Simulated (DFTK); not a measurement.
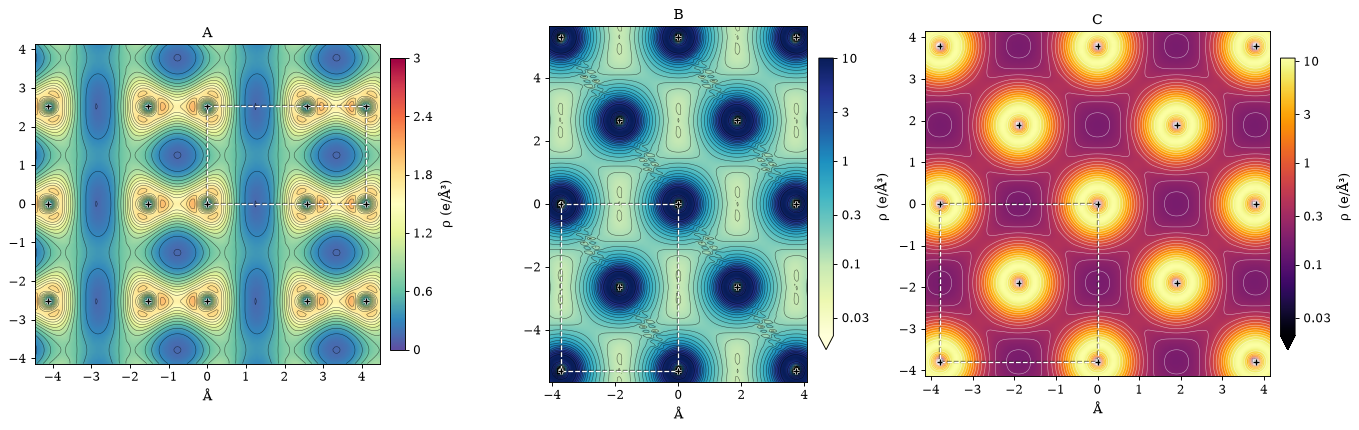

The valence pseudo-density of 3 systems, each on a plane through atoms (crosses mark nuclei in the plane).

All numbers below come from Kohn-Sham DFT of a periodic cell, PBE, dojo.nc.sr.PBE.v0_4_1.standard.upf (DFTK).

System 1: Rh, the (010) plane of the conventional cell. Space group Fm-3m; computed pressure about 8 GPa in this cell.

System 2: C, the (11̄0) plane of the conventional cell. Space group P6₃/mmc; computed pressure about 3 GPa in this cell.

```xyz
4
Lattice="2.5221 0.0000 0.0000 -1.2611 2.1842 0.0000 0.0000 0.0000 4.1186" Properties=species:S:1:pos:R:3 pbc="T T T"
C     1.2611    0.7281    3.8612
C     0.0000    1.4561    1.8019
C     1.2611    0.7281    2.3167
C     0.0000    1.4561    0.2574
```

System 3: Sb, the (11̄0) plane of the conventional cell. Space group Im-3m; a structure from a database of computed crystals, not necessarily the ambient phase; computed pressure about 3 GPa in this cell.

```yaml
crystal:
  lattice:
    - [3.74268, 0.00000, 0.00000]
    - [0.00000, 3.74268, 0.00000]
    - [0.00000, 0.00000, 3.74268]
  atoms:
    - { symbol: Sb, position: [0.00000, 0.00000, 0.00000] }
    - { symbol: Sb, position: [0.50000, 0.50000, 0.50000] }
```

**Match each panel to its system.**

Panel A is system 2, C: the plane holds C. C–C (1.54 Å): the density is about 1.6 e/Å³ at the midpoint. Panel B is system 3, Sb: the plane holds Sb. Sb–Sb (3.24 Å): the density is about 0.2 e/Å³ at the midpoint. Panel C is system 1, Rh: the plane holds Rh. Rh–Rh (2.68 Å): ρ is about 0.4 e/Å³ halfway.
